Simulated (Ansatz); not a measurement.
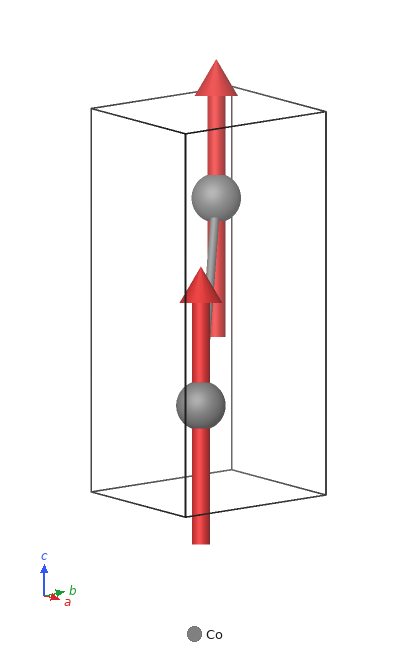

View slightly off an axis, drawn as a ball-and-stick model. The simulation cell is drawn as a box. Arrows are the site magnetic moments above 0.25 μB; longer means larger, and red and blue are up and down (without spin-orbit coupling the axis itself is arbitrary).

This is the state reached for Co. Calculation details: DFT PBEsol, scalar-relativistic, plane waves, PAW in Ansatz; an energy cutoff of 420 eV, the zone sampled with 18×18×10 points, Gaussian smearing of 0.1 eV, collinear spins.

What is the magnetic arrangement?

Ferromagnetic (within this cell). Site moments: 2 Co +1.7 μB. The net spin moment of the whole cell is 3.2 μB.

It goes back to a structure listed in the Materials Project. The atoms were relaxed in a fixed cell with DFT PBEsol, scalar-relativistic, plane waves, PAW (Ansatz 0.2.0).

At this level of theory the cell isn't at rest (stretched, at -11 GPa), so its distances can differ from those at equilibrium, the more so the softer the solid, and its magnetic state may change on relaxation.
